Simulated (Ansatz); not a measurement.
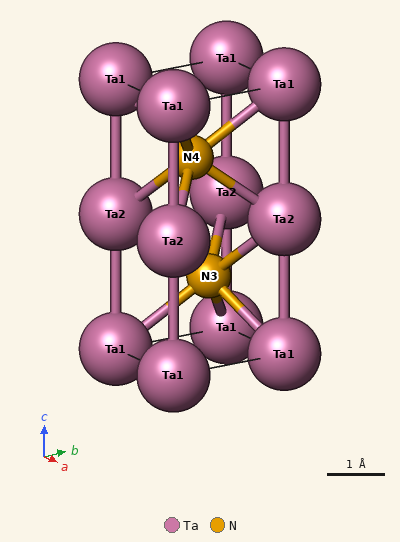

Fig. 1: The structure as given in the input (ball-and-stick view of the cell of the calculation, seen slightly off an axis; atoms are numbered from 1 in the order of the input). Near neighbours in the crystal (not all of them lie inside the picture): Ta has 6 N at 2.14 Å and 2 Ta at 2.43 Å; N has 6 Ta at 2.14 Å.

## TaN: band-structure calculation

TaN (4 atoms in the cell), computed with DFT, PBE, all-electron LAPW, scalar-relativistic, no spin polarisation (Ansatz 0.2.0).

The structure derives from an entry of the Crystallography Open Database. It belongs to a series of runs on one base structure; here: zz strain of -1 %. Figures and captions count atoms from 1; the log counts them from 0 in places.

Log
```
LAPW: plane waves up to 10.624 Å⁻¹, error target 5.0e-4 eV per atom; small_component_spin mean_spin; N in spheres of 0.923 Å, 7 of its electrons in bands, Dirac shells []; Ta in spheres of 1.217 Å, 45 of its electrons in bands, Dirac shells [] (how accurate: hamiltonian.pseudopotentials.lapw.basis_error, Limitations)
Engine: ansatz 0.2.0, x86_64-unknown-linux-gnu
Pseudopotentials: kind: all_electron
Pseudopotential: Ta, LAPW, valence charge 45, lapw/all_electron/scalar/gaussian/Ta, Koelling and Harmon's equation, gaussian nucleus
Pseudopotential: N, LAPW, valence charge 7, lapw/all_electron/scalar/gaussian/N, Koelling and Harmon's equation, gaussian nucleus
Functional definition: PBE
  parameter kappa = 0.804
  parameter beta = 0.06672455060314922
  exchange = pbe_x(kappa = kappa, mu = beta*pi^2/3)
  correlation = pbe_c(beta = beta)
Crystal: 4 atoms, lattice volume = 39.173 Å³
Basis set: ecut = 430.0059863213847 eV, 785 PW (Γ), exchange–correlation at level 2
Bands: 63, of which v1, the nominal top of the filled ones, is band 52 counted from 1 (51 counted from 0)
Symmetry: 24 space group operations
Space group: P63/mmc (ITA 194), of the structure as read, at distance tolerance 3.4e-5 Å
k-points: 36 of 405
Non-local potential: Ta, projectors of the file, none
Non-local potential: N, projectors of the file, none
Initial density: superposition of atomic densities (chi_scale 0.1, normalization cell, long waves kept (reshape's long-wave potential 0.00 eV rms))
Initial wavefunctions: plane waves of lowest kinetic energy (no species holds an atomic orbital)
Functional: x = pbe(κ = 0.804, μ = 0.2195149727645171), c = pbe(β = 0.06672455060314922)
iter 1 solved again at ethr=7.17e-3 eV; its pass at ethr=1.00e-1 eV (dr2=7.46e0 eV) is discarded
SCF iter   1: F=—  HF=-852122.433944 eV  |F-HF|=—  |Δ(HF+E_count)|=         —  Δρ=1.31e-1  dr2=7.46e0  ethr=7.17e-3  ⟨swp⟩=2.0  Hψ=14340  notcnv=0
preconditioner: auto → Kerker (q_TF=auto, 3.210 Å⁻¹)  [metal: Δε(μ)=0.024 eV  Ē_g=24.307 eV  σ=0.010 eV  W_gap=0.44  n_scr=22 (ndim 8)  ℏωp=46.0 eV  f_vac=0.000  D(μ)=5.20/eV (n_scr^D=84)]
iter 2 solved again at ethr=5.52e-4 eV; its pass at ethr=7.17e-3 eV (dr2=5.75e-1 eV) is discarded
SCF iter   2: F=—  HF=-852119.328434 eV  |F-HF|=—  |Δ(HF+E_count)|=    3.11e0  Δρ=3.68e-2  dr2=5.74e-1  ethr=5.52e-4  ⟨swp⟩=2.0  Hψ=11459  notcnv=0
SCF iter   3: F=—  HF=-852119.258248 eV  |F-HF|=—  |Δ(HF+E_count)|=         —  Δρ=3.53e-2  dr2=5.85e-1  ethr=5.52e-4  ⟨swp⟩=2.0  Hψ=7098  notcnv=0
the basis was enlarged: its passes take 1.8 MiB over the memory plan, 1 of 1 planned eigensolver slots
SCF iter   4: F=—  HF=-852119.287274 eV  |F-HF|=—  |Δ(HF+E_count)|=   2.90e-2  Δρ=1.64e-2  dr2=1.30e-1  ethr=5.52e-4  ⟨swp⟩=2.0  Hψ=6779  notcnv=0
SCF iter   5: F=—  HF=-852119.157373 eV  |F-HF|=—  |Δ(HF+E_count)|=   1.30e-1  Δρ=4.28e-3  dr2=5.80e-3  ethr=1.25e-4  ⟨swp⟩=2.0  Hψ=7164  notcnv=0
SCF iter   6: F=—  HF=-852119.157272 eV  |F-HF|=—  |Δ(HF+E_count)|=   1.02e-4  Δρ=1.37e-3  dr2=4.39e-4  ethr=5.57e-6  ⟨swp⟩=2.0  Hψ=7157  notcnv=0
SCF iter   7: F=—  HF=-852119.157403 eV  |F-HF|=—  |Δ(HF+E_count)|=   1.32e-4  Δρ=5.03e-4  dr2=8.40e-5  ethr=4.22e-7  ⟨swp⟩=2.6  Hψ=6836  notcnv=0
SCF iter   8: F=—  HF=-852119.157431 eV  |F-HF|=—  |Δ(HF+E_count)|=   2.81e-5  Δρ=1.25e-4  dr2=5.87e-6  ethr=8.08e-8  ⟨swp⟩=3.0  Hψ=6896  notcnv=0
SCF iter   9: F=—  HF=-852119.157433 eV  |F-HF|=—  |Δ(HF+E_count)|=   1.70e-6  Δρ=5.38e-5  dr2=1.53e-6  ethr=5.64e-9  ⟨swp⟩=3.0  Hψ=7027  notcnv=0
SCF iter  10: F=—  HF=-852119.157433 eV  |F-HF|=—  |Δ(HF+E_count)|=   4.11e-7  Δρ=1.57e-5  dr2=1.15e-7  ethr=1.47e-9  ⟨swp⟩=2.0  Hψ=6773  notcnv=0
SCF iter  11: F=-852119.157433 eV  HF=-852119.157433 eV  |F-HF|=1.40e-9  |Δ(HF+E_count)|=   2.18e-8  Δρ=2.93e-6  dr2=3.54e-9  ethr=1.10e-10  ⟨swp⟩=2.0  Hψ=6773  notcnv=0
SCF 1 converged in 11 iterations: F = -852119.157433 eV  dr2 = 3.54e-9
```

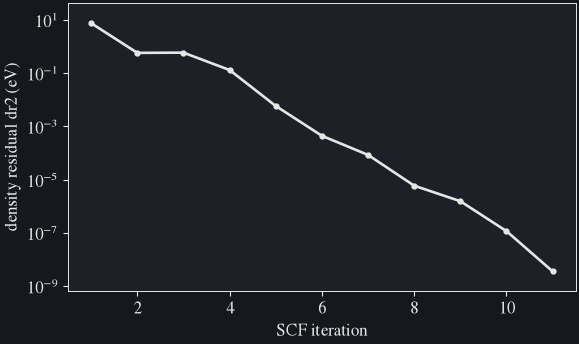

Fig. 2: Convergence of the self-consistent field: density residual dr2 against the SCF iteration. The residual falls almost steadily, with no more than small rises.

```
NSCF: frozen V_eff on 41 k-points
SCF converged after 11 iterations
Free energy (F): -852119.157433 eV
Harris-Foulkes:  -852119.157433 eV  (|F-HF|=1.40e-9)
Internal energy: -852119.155858 eV  (E = F + TS)
E sigma→0 (E₀):  -852119.156645 eV
Entropy (-TS):   -0.001575 eV (-0.394 meV/atom)
Fermi energy:    28.917627 eV
--- Per-component energies (eV) ---
  E_band       = -11179.603898
  E_kinetic    = 950889.732613
  E_xc         = -17633.377088
  E_electrostatic = -1785375.511382  (all electrons and nuclei)
  E_smearing   = -0.001575  (= −TS)
  E_closure    = 0.000000  (closes the sum)
  E_atoms      = -852082.224143  (free atoms, spherical and without spin; not in F)
  Σ components = -852119.157433   (vs F -852119.157433, Δ=0.00e0)
  Basis errors (estimates in eV, not in F): energy 1.3e-4 per atom: plane waves 1.1e-4 (6.1e-5 summed), levels above the bands 0.0e0, relativity 3.1e-8, radial functions 2.1e-5, core shells 1.4e-11; eigenvalues (radial functions only) 1.1e-6; not estimated: angular momenta, meshes, grids; target (lapw.basis_error) 5.0e-4; muffin-tin radii N 0.923 Å, Ta 1.217 Å
--- Forces (eV/Å), atoms counted from 1 ---
  atom   1  Ta     0.00000000    -0.00000000     0.00000000
  atom   2  Ta     0.00000000     0.00000000    -0.00000000
  atom   3  N      0.00000000    -0.00000000     0.00000000
  atom   4  N      0.00000000     0.00000000     0.00000000
  max |Σ_I F_I| component: 4.63e-18 eV/Å
--- Stress (GPa, compression-positive) ---
       36.058394       0.000000       0.000000
        0.000000      36.058394       0.000000
        0.000000       0.000000     125.350210
  P = ⅓ Tr σ = 65.8223 GPa (658.223 kbar)
--- Band table (eV; the first three rows and the last of 36) ---
  k-point 0: bands = ["-506.4918", "-506.4918", "-367.0234", "-367.0234", "-367.0234", "-367.0234", "-366.9822", "-366.9822", "-349.2512", "-349.2512", "-188.5861", "-188.5861", "-188.5861", "-188.5861", "-188.5576", "-188.5576", "-188.5575", "-188.5575", "-188.5265", "-188.5261", "-40.0116", "-39.6742", "-8.3939", "-6.4382", "-6.4382", "-6.0276", "-6.0276", "-5.1414", "8.3276", "8.4479", "8.4479", "8.4525", "8.4676", "8.4827", "8.4827", "8.5265", "8.5265", "8.5272", "8.5303", "8.6164", "8.6164", "8.6409", "9.8814", "13.4343", "18.7610", "20.8982", "20.8982", "23.5870", "25.2683", "25.2683", "25.3347", "26.9548", "26.9548", "28.3150", "28.3150", "31.8308", "33.2240", "34.1358", "34.1358", "35.8382", "36.5830", "36.5830", "42.0739"]
  k-point 1: bands = ["-506.4918", "-506.4918", "-367.0234", "-367.0234", "-367.0234", "-367.0234", "-366.9822", "-366.9822", "-349.2512", "-349.2512", "-188.5861", "-188.5861", "-188.5861", "-188.5861", "-188.5576", "-188.5576", "-188.5576", "-188.5576", "-188.5264", "-188.5262", "-39.9803", "-39.7074", "-8.1261", "-6.4002", "-6.4002", "-6.0681", "-6.0681", "-5.5085", "8.3443", "8.4442", "8.4565", "8.4565", "8.4737", "8.4926", "8.4926", "8.5195", "8.5195", "8.5275", "8.5300", "8.6011", "8.6011", "8.6122", "10.1794", "12.9598", "19.3821", "21.1628", "21.1628", "23.5207", "24.4212", "24.4212", "25.5832", "27.3062", "27.3062", "29.1356", "29.1356", "32.4842", "32.9317", "33.2875", "33.2875", "35.0455", "35.9699", "35.9699", "41.5480"]
  k-point 2: bands = ["-506.4918", "-506.4918", "-367.0234", "-367.0234", "-367.0234", "-367.0234", "-366.9822", "-366.9822", "-349.2512", "-349.2512", "-188.5861", "-188.5861", "-188.5861", "-188.5861", "-188.5576", "-188.5576", "-188.5576", "-188.5576", "-188.5264", "-188.5263", "-39.8974", "-39.7931", "-7.3910", "-6.3993", "-6.2996", "-6.2996", "-6.1728", "-6.1728", "8.3850", "8.4225", "8.4773", "8.4773", "8.4969", "8.5010", "8.5010", "8.5218", "8.5218", "8.5283", "8.5292", "8.5489", "8.5634", "8.5634", "10.9507", "11.9666", "20.7852", "21.9194", "21.9194", "22.3700", "23.0684", "23.0684", "27.5736", "28.2900", "28.2900", "29.4512", "29.4512", "30.6394", "32.9782", "32.9782", "33.7851", "34.4707", "34.4707", "34.5354", "39.6229"]
  k-point 35: bands = ["-506.4918", "-506.4918", "-367.0234", "-367.0234", "-367.0234", "-367.0234", "-366.9822", "-366.9822", "-349.2512", "-349.2512", "-188.5861", "-188.5861", "-188.5861", "-188.5861", "-188.5576", "-188.5576", "-188.5576", "-188.5576", "-188.5264", "-188.5263", "-39.8384", "-39.7362", "-7.1642", "-6.8969", "-6.8969", "-6.7207", "-6.7207", "-6.2189", "8.4481", "8.4481", "8.4742", "8.4773", "8.4912", "8.5049", "8.5062", "8.5062", "8.5090", "8.5090", "8.5259", "8.5465", "8.5465", "8.5740", "12.2779", "12.2779", "20.4992", "20.4992", "22.0510", "22.0510", "22.1050", "23.4560", "28.5983", "28.5983", "29.0477", "31.3855", "31.3855", "31.5148", "34.0960", "34.0960", "37.2405", "37.2405", "39.0931", "39.9793", "40.5443"]
```

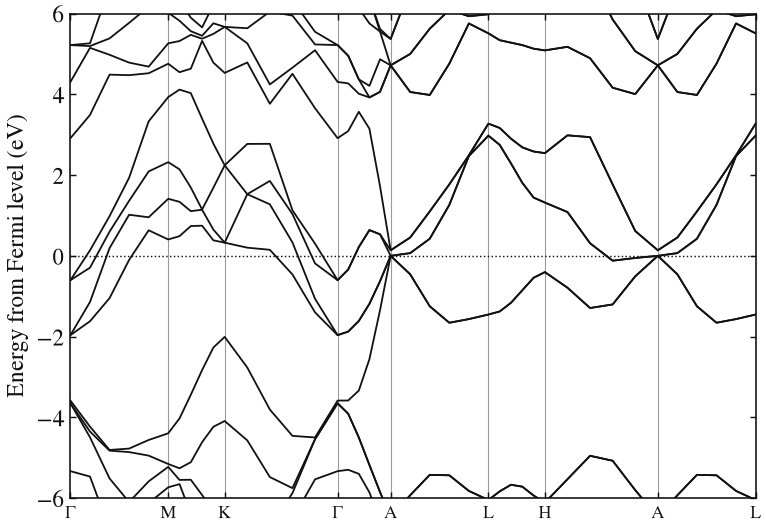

Fig. 3: Band structure along Γ–M–K–Γ–A–L–H–A–L, with energies from the Fermi level. Bands cross the Fermi level: a metal at this level of theory.

This output came from the following input.

Input file
```yaml
crystal:
  lattice:
    - [3.0480019786, 0.0, 0.0]
    - [-1.5240009893, 2.6396471442, 0.0]
    - [0.0, 0.0, 4.86882]
  atoms:
    - { symbol: Ta, position: [0.0, 0.0, 0.0] }
    - { symbol: Ta, position: [0.0, 0.0, 0.5] }
    - { symbol: "N", position: [0.3333333333, 0.6666666667, 0.25] }
    - { symbol: "N", position: [0.6666666667, 0.3333333333, 0.75] }
kpoints:
  mp_grid: { grid: [9, 9, 5] }
  band_path:
    path:
      - [0.0, 0.0, 0.0]
      - [0.5, 0.0, 0.0]
      - [0.3333333333, 0.3333333333, 0.0]
      - [0.0, 0.0, 0.0]
      - [0.0, 0.0, 0.5]
      - [0.5, 0.0, 0.5]
      - [0.3333333333, 0.3333333333, 0.5]
      - [0.0, 0.0, 0.5]
      - [0.5, 0.0, 0.5]
    npoints: 5
scf:
  occupations: { method: fermi_dirac, width: 0.01 }
hamiltonian:
  xc: pbe
  pseudopotentials: { kind: all_electron, lapw: { basis_error: 0.0005 } }
output:
  forces: true
  stress: true
  eigenvalues: true
```

Launch command:
```bash
ansatz run input.yaml --threads 1 --pin off --max-ram 4096MiB --backend cpu --events-out ev --progress --plain --runs-dir out
```

Results in brief

| quantity | value |
| --- | --- |
| outcome | converged |
| space group (tolerance 0.01 Å) | P6₃/mmc (194) |
| electrons in bands (core shells apart) | 104 |
| free energy | −852119.1574 eV |
| Fermi energy | 28.918 eV |
| pressure | 65.82 GPa |
| electronic character | metal |
| largest force (length of the vector) | under 0.001 eV/Å |
| hardware | 1 thread of Intel Xeon (Granite Rapids), 64 GiB of memory available, shared host |
| wall time | 35 s |
| peak memory | 0.62 GiB |

Spin–orbit coupling is left out, which matters for Ta.
